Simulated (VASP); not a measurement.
**Geometry relaxation, with input and output: C (part 1 of 3)**

The run: geometry relaxation of C (R-3m, 4 atoms in the cell). Method and program: Kohn-Sham DFT of a periodic cell, LDA, VASP PAW LDA potentials, recommended, no spin polarisation (VASP 6.6.1).

The structure derives from a Materials Project entry.

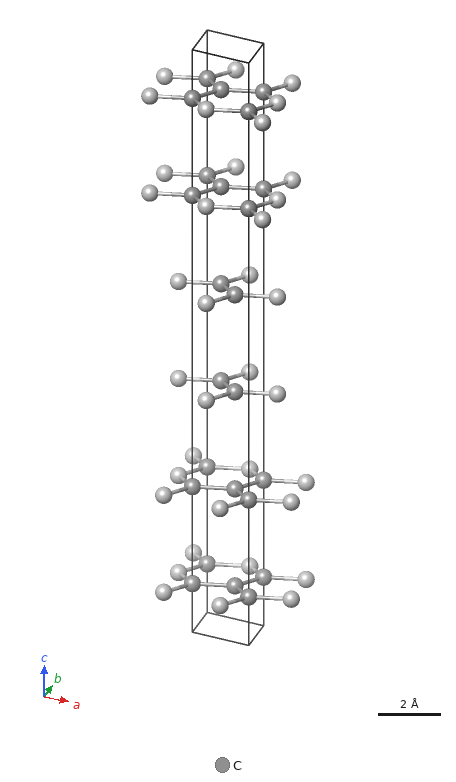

**Figure 1.** The input geometry (ball-and-stick view of the cell 3 times as large as that of the calculation, set on its symmetry axes, seen slightly off an axis; neighbours outside the cell are drawn fainter). An atom can appear more than once, as a periodic image. Near neighbours in the periodic cell (some may lie outside the picture): C has 3 C at 1.41 Å.

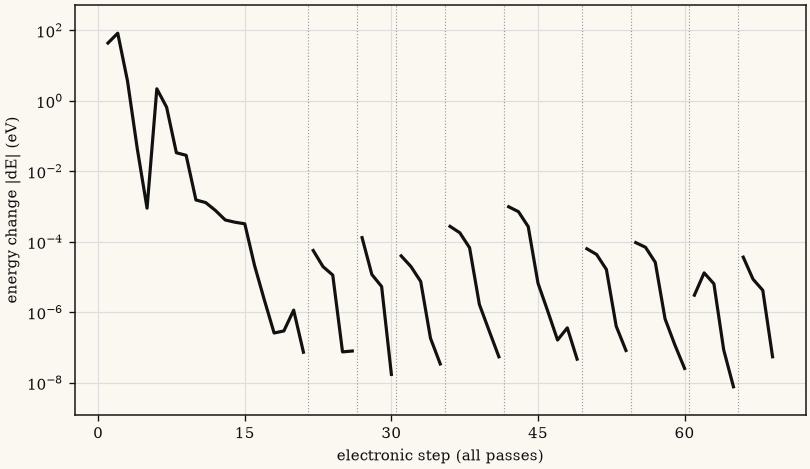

**Figure 2.** Convergence of the self-consistent field: energy change |dE| against the electronic step. Each stretch between dotted lines is the SCF of one geometry step of a relaxation. The 10 ionic steps take 4 to 21 electronic steps each. The density is held fixed in the first few steps, and dE rises again when its update begins.

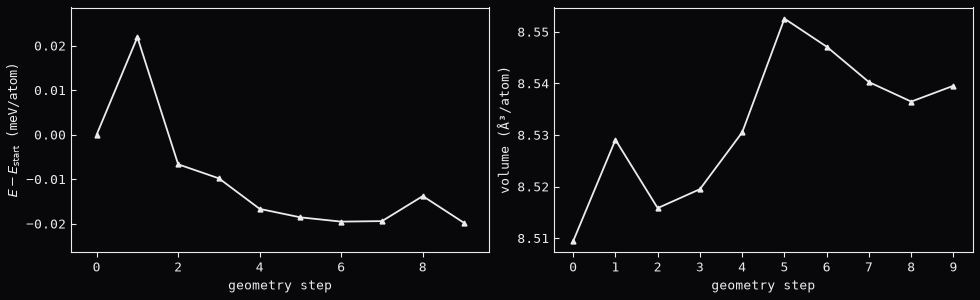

**Figure 3.** Progress of the relaxation, step by step (steps are counted from 0). The atoms keep their places relative to the cell (all moves are under 0.005 Å). The volume changes by +0.4 %, with a = b 2.447 → 2.448 Å (0.0 %), c 19.686 → 19.744 Å (+0.3 %). The space group stays R-3m (No. 166). After 9 geometry steps the energy has fallen by next to nothing (0.0 meV per atom). The largest force component goes from 0.0012 to 0.0017 eV/Å.

The input that produced these results follows, with the program's output.

INCAR:
```
SYSTEM = C
PREC = Accurate ; ENCUT = 520
EDIFF = 1E-7 ; ISMEAR = 0
SIGMA = 0.02 ; LREAL = .False.
LASPH = .True. ; NELM = 80
ALGO = Fast ; ISIF = 3
LWAVE = .False. ; LCHARG = .False.
IBRION = 2 ; NSW = 80
EDIFFG = -0.002 ; KPAR = 4
```

KPOINTS:
```
Automatic mesh
0
Gamma
  6 6 6
  0 0 0
```

POSCAR:
```
C                                       
1.0
    1.2236719113      0.7064873059      6.5620634607
   -1.2236719113      0.7064873059      6.5620634607
    0.0000000000     -1.4129746118      6.5620634607
  C             
     4
Direct
     0.9166508893174399    0.9166508893174399    0.9166508893174399
     0.2499255065510861    0.2499255065510861    0.2499255065510861
     0.7500744934489140    0.7500744934489140    0.7500744934489140
     0.0833491106825601    0.0833491106825601    0.0833491106825601
```

Launched with:
```bash
cat potpaw_LDA.64/C/POTCAR > POTCAR
mpirun -np 4 vasp_std > vasp.out
```

OSZICAR:
```
N       E                     dE             d eps       ncg     rms          rms(c)
DAV:   1     0.437378907675E+02    0.43738E+02   -0.84526E+03   776   0.124E+03
DAV:   2    -0.395194391936E+02   -0.83257E+02   -0.76345E+02  1124   0.231E+02
DAV:   3    -0.431934228468E+02   -0.36740E+01   -0.36397E+01   996   0.476E+01
DAV:   4    -0.432372397191E+02   -0.43817E-01   -0.43784E-01   924   0.628E+00
DAV:   5    -0.432381404925E+02   -0.90077E-03   -0.90044E-03   964   0.875E-01    0.940E+00
RMM:   6    -0.410379436383E+02    0.22002E+01   -0.20714E+00   768   0.102E+01    0.538E+00
RMM:   7    -0.403758676019E+02    0.66208E+00   -0.34072E+00   772   0.135E+01    0.137E+00
RMM:   8    -0.404095491910E+02   -0.33682E-01   -0.35920E-01   768   0.462E+00    0.839E-01
RMM:   9    -0.403810436388E+02    0.28506E-01   -0.83644E-02   768   0.236E+00    0.117E-01
RMM:  10    -0.403825827181E+02   -0.15391E-02   -0.15607E-02   776   0.116E+00    0.960E-02
RMM:  11    -0.403838789026E+02   -0.12962E-02   -0.92101E-03   768   0.796E-01    0.243E-01
RMM:  12    -0.403831054452E+02    0.77346E-03   -0.49884E-03   768   0.536E-01    0.120E-01
RMM:  13    -0.403835214712E+02   -0.41603E-03   -0.91430E-04   768   0.274E-01    0.199E-01
RMM:  14    -0.403831625478E+02    0.35892E-03   -0.13967E-04   768   0.104E-01    0.141E-01
RMM:  15    -0.403828383400E+02    0.32421E-03   -0.51399E-04   768   0.183E-01    0.427E-02
RMM:  16    -0.403828171807E+02    0.21159E-04   -0.15959E-04   768   0.116E-01    0.538E-03
RMM:  17    -0.403828194195E+02   -0.22388E-05   -0.19299E-05   773   0.435E-02    0.999E-03
RMM:  18    -0.403828191621E+02    0.25745E-06   -0.25430E-06   771   0.155E-02    0.857E-03
RMM:  19    -0.403828194569E+02   -0.29483E-06   -0.77594E-07   690   0.802E-03    0.982E-03
RMM:  20    -0.403828183095E+02    0.11474E-05   -0.15603E-06   768   0.933E-03    0.313E-03
RMM:  21    -0.403828182360E+02    0.73532E-07   -0.93472E-07   768   0.791E-03
   1 F= -.40382818E+02 E0= -.40382818E+02  d E =-.403828E+02
       N       E                     dE             d eps       ncg     rms          rms(c)
DAV:   1    -0.403827616359E+02    0.56674E-04   -0.30631E-03   948   0.598E-01    0.456E-02
RMM:   2    -0.403827418608E+02    0.19775E-04   -0.82449E-05   768   0.674E-02    0.278E-02
RMM:   3    -0.403827305106E+02    0.11350E-04   -0.36803E-05   768   0.501E-02    0.365E-03
RMM:   4    -0.403827305857E+02   -0.75041E-07   -0.31708E-06   770   0.178E-02    0.180E-03
RMM:   5    -0.403827305062E+02    0.79436E-07   -0.64050E-07   642   0.706E-03
   2 F= -.40382731E+02 E0= -.40382731E+02  d E =0.877298E-04
       N       E                     dE             d eps       ncg     rms          rms(c)
DAV:   1    -0.403828619548E+02   -0.13137E-03   -0.14253E-03   932   0.404E-01    0.319E-02
RMM:   2    -0.403828501529E+02    0.11802E-04   -0.17687E-05   768   0.401E-02    0.189E-02
RMM:   3    -0.403828447819E+02    0.53710E-05   -0.14026E-05   768   0.306E-02    0.193E-03
RMM:   4    -0.403828447991E+02   -0.17204E-07   -0.88311E-07   740   0.103E-02
   3 F= -.40382845E+02 E0= -.40382845E+02  d E =-.265631E-04
       N       E                     dE             d eps       ncg     rms          rms(c)
DAV:   1    -0.403828845775E+02   -0.39796E-04   -0.92226E-04   936   0.251E-01    0.204E-02
RMM:   2    -0.403828647418E+02    0.19836E-04   -0.24480E-05   770   0.396E-02    0.108E-02
RMM:   3    -0.403828572810E+02    0.74608E-05   -0.27446E-05   768   0.367E-02    0.204E-03
RMM:   4    -0.403828574643E+02   -0.18324E-06   -0.20641E-06   753   0.138E-02    0.200E-03
RMM:   5    -0.403828574302E+02    0.34056E-07   -0.25670E-07   542   0.470E-03
   4 F= -.40382857E+02 E0= -.40382857E+02  d E =-.126311E-04
       N       E                     dE             d eps       ncg     rms          rms(c)
DAV:   1    -0.403831315794E+02   -0.27412E-03   -0.84163E-03   804   0.756E-01    0.619E-02
RMM:   2    -0.403829511751E+02    0.18040E-03   -0.22406E-04   770   0.120E-01    0.327E-02
RMM:   3    -0.403828834305E+02    0.67745E-04   -0.25088E-04   768   0.111E-01    0.623E-03
RMM:   4    -0.403828851077E+02   -0.16772E-05   -0.18868E-05   771   0.419E-02    0.608E-03
RMM:   5    -0.403828848092E+02    0.29848E-06   -0.23700E-06   750   0.143E-02    0.227E-03
RMM:   6    -0.403828848635E+02   -0.54263E-07   -0.76223E-07   768   0.781E-03
   5 F= -.40382885E+02 E0= -.40382885E+02  d E =-.400644E-04
       N       E                     dE             d eps       ncg     rms          rms(c)
DAV:   1    -0.403838720607E+02   -0.98725E-03   -0.33383E-02   768   0.150E+00    0.123E-01
RMM:   2    -0.403831564137E+02    0.71565E-03   -0.88636E-04   770   0.239E-01    0.650E-02
RMM:   3    -0.403828871184E+02    0.26930E-03   -0.99847E-04   768   0.221E-01    0.124E-02
RMM:   4    -0.403828937972E+02   -0.66788E-05   -0.75041E-05   771   0.834E-02    0.122E-02
RMM:   5    -0.403828927265E+02    0.10707E-05   -0.96601E-06   784   0.286E-02    0.536E-03
RMM:   6    -0.403828928894E+02   -0.16293E-06   -0.36957E-06   768   0.168E-02    0.558E-03
RMM:   7    -0.403828925286E+02    0.36083E-06   -0.71672E-07   743   0.713E-03    0.307E-03
RMM:   8    -0.403828924819E+02    0.46694E-07   -0.21067E-07   536   0.404E-03
   6 F= -.40382892E+02 E0= -.40382892E+02  d E =-.476828E-04
       N       E                     dE             d eps       ncg     rms          rms(c)
DAV:   1    -0.403829559177E+02   -0.63389E-04   -0.20569E-03   920   0.373E-01    0.304E-02
RMM:   2    -0.403829123267E+02    0.43591E-04   -0.54925E-05   770   0.593E-02    0.160E-02
RMM:   3    -0.403828959934E+02    0.16333E-04   -0.60278E-05   768   0.544E-02    0.306E-03
RMM:   4    -0.403828963967E+02   -0.40334E-06   -0.45445E-06   771   0.205E-02    0.294E-03
RMM:   5    -0.403828963145E+02    0.82191E-07   -0.55543E-07   651   0.698E-03
   7 F= -.40382896E+02 E0= -.40382896E+02  d E =-.515154E-04
       N       E                     dE             d eps       ncg     rms          rms(c)
DAV:   1    -0.403829912793E+02   -0.94883E-04   -0.32359E-03   808   0.469E-01    0.387E-02
RMM:   2    -0.403829214198E+02    0.69859E-04   -0.86933E-05   770   0.747E-02    0.204E-02
RMM:   3    -0.403828952979E+02    0.26122E-04   -0.96913E-05   768   0.692E-02    0.385E-03
RMM:   4    -0.403828959482E+02   -0.65030E-06   -0.73118E-06   772   0.261E-02    0.375E-03
RMM:   5    -0.403828958292E+02    0.11898E-06   -0.91900E-07   702   0.890E-03    0.122E-03
RMM:   6    -0.403828958546E+02   -0.25408E-07   -0.25579E-07   540   0.459E-03
   8 F= -.40382896E+02 E0= -.40382896E+02  d E =-.510555E-04
       N       E                     dE             d eps       ncg     rms          rms(c)
DAV:   1    -0.403828927809E+02    0.30483E-05   -0.15241E-03   816   0.370E-01    0.202E-02
RMM:   2    -0.403828796718E+02    0.13109E-04   -0.19885E-05   768   0.393E-02    0.123E-02
RMM:   3    -0.403828732580E+02    0.64139E-05   -0.17049E-05   768   0.308E-02    0.198E-03
RMM:   4    -0.403828733437E+02   -0.85752E-07   -0.12846E-06   720   0.107E-02    0.965E-04
RMM:   5    -0.403828733514E+02   -0.76698E-08   -0.18720E-07   536   0.403E-03
   9 F= -.40382873E+02 E0= -.40382873E+02  d E =0.225032E-04
       N       E                     dE             d eps       ncg     rms          rms(c)
DAV:   1    -0.403829099841E+02   -0.36640E-04   -0.10008E-03   800   0.300E-01    0.162E-02
RMM:   2    -0.403829012947E+02    0.86893E-05   -0.13079E-05   768   0.318E-02    0.980E-03
RMM:   3    -0.403828971000E+02    0.41947E-05   -0.11334E-05   768   0.251E-02    0.166E-03
RMM:   4    -0.403828971545E+02   -0.54463E-07   -0.85030E-07   704   0.875E-03
  10 F= -.40382897E+02 E0= -.40382897E+02  d E =-.129987E-05
```

Parts of OUTCAR:
```
SYSTEM = C
   PREC = Accurate
   ENCUT = 520
   EDIFF = 1E-7
   ISMEAR = 0
   LREAL = .False.
   LASPH = .True.
   NELM = 80
   ISIF = 3
   IBRION = 2
   NSW = 80
   EDIFFG = -0.002

 ion  position               nearest neighbor table
   1  0.917  0.917  0.917-   2 1.41   2 1.41   2 1.41
   2  0.250  0.250  0.250-   1 1.41   1 1.41   1 1.41
   3  0.750  0.750  0.750-   4 1.41   4 1.41   4 1.41
   4  0.083  0.083  0.083-   3 1.41   3 1.41   3 1.41

  LATTYP: Found a trigonal (rhomboedric) cell.
 ALAT       =     6.7124640872
 COS(alpha) =     0.9335345382

  Lattice vectors:

 A1 = (   1.2236719113,   0.7064873059,   6.5620634607)
 A2 = (  -1.2236719113,   0.7064873059,   6.5620634607)
 A3 = (   0.0000000000,  -1.4129746118,   6.5620634607)

Analysis of symmetry for initial positions (statically):
=====================================================================
 Subroutine PRICEL returns:
 Original cell was already a primitive cell.

 Routine SETGRP: Setting up the symmetry group for a
 trigonal (rhombohedral) supercell.

 Subroutine GETGRP returns: Found 12 space group operations
 (whereof 12 operations were pure point group operations)
 out of a pool of 12 trial point group operations.

The static configuration has the point symmetry D_3d.

Analysis of symmetry for dynamics (positions and initial velocities):
=====================================================================
 Subroutine PRICEL returns:
 Original cell was already a primitive cell.

 Routine SETGRP: Setting up the symmetry group for a
 trigonal (rhombohedral) supercell.

 Subroutine GETGRP returns: Found 12 space group operations
 (whereof 12 operations were pure point group operations)
 out of a pool of 12 trial point group operations.

The dynamic configuration has the point symmetry D_3d.

 Subroutine INISYM returns: Found 12 space group operations
 (whereof 12 operations are pure point group operations),
 and found     1 'primitive' translations

----------------------------------------------------------------------------------------

                                     Primitive cell

  volume of cell :      34.0378

  direct lattice vectors                    reciprocal lattice vectors
     1.223671911  0.706487306  6.562063461     0.408606257  0.235908933  0.050797030
    -1.223671911  0.706487306  6.562063461    -0.408606257  0.235908933  0.050797030
     0.000000000 -1.412974612  6.562063461     0.000000000 -0.471817866  0.050797030

  length of vectors
     6.712464087  6.712464087  6.712464087     0.474544452  0.474544452  0.474544452

  position of ions in fractional coordinates (direct lattice)
     0.916650889  0.916650889  0.916650889
     0.249925507  0.249925507  0.249925507
     0.750074493  0.750074493  0.750074493
     0.083349111  0.083349111  0.083349111

  ion indices of the primitive-cell ions
   primitive index   ion index
                 1           1
                 2           2
                 3           3
                 4           4

----------------------------------------------------------------------------------------

 KPOINTS: Automatic mesh

Automatic generation of k-mesh.
 Grid dimensions read from file:
 generate k-points for:    6    6    6

 Generating k-lattice:

  Cartesian coordinates                     Fractional coordinates (reciprocal lattice)
     0.068101043  0.039318156  0.008466172     0.166666667  0.000000000  0.000000000
    -0.068101043  0.039318156  0.008466172     0.000000000  0.166666667  0.000000000
     0.000000000 -0.078636311  0.008466172     0.000000000  0.000000000  0.166666667

  Length of vectors
     0.079090742  0.079090742  0.079090742
```
